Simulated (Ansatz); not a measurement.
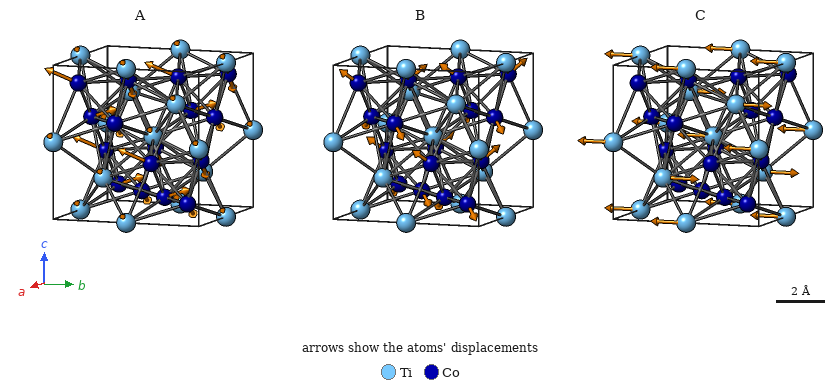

Modes of solid TiCo$_{2}$, space group Fd-3m (No. 227), at the zone centre (one member of each degenerate set). The orange arrows are the displacements of the atoms (eigenvector over the root of the mass), of arbitrary overall length and sign. A ball-and-stick model of the conventional cell (4 times the calculation's cell), seen slightly off an axis. Lengths and directions refer to the drawn axes.

These are results of Ansatz, DFT LDA, scalar-relativistic, plane waves, PAW, not measurements.

The frequencies depend somewhat on the k-mesh and the smearing.

**Give the symmetry species and the selection rules of each.**

A is T₁u, infrared-active by symmetry (312 cm⁻¹). B is A₂u, silent by symmetry (neither infrared- nor Raman-active) (407 cm⁻¹). C is T₂g, Raman-active by symmetry (242 cm⁻¹). The crystal has a centre of inversion, so no mode is both. In a metal the free carriers screen the infrared response.
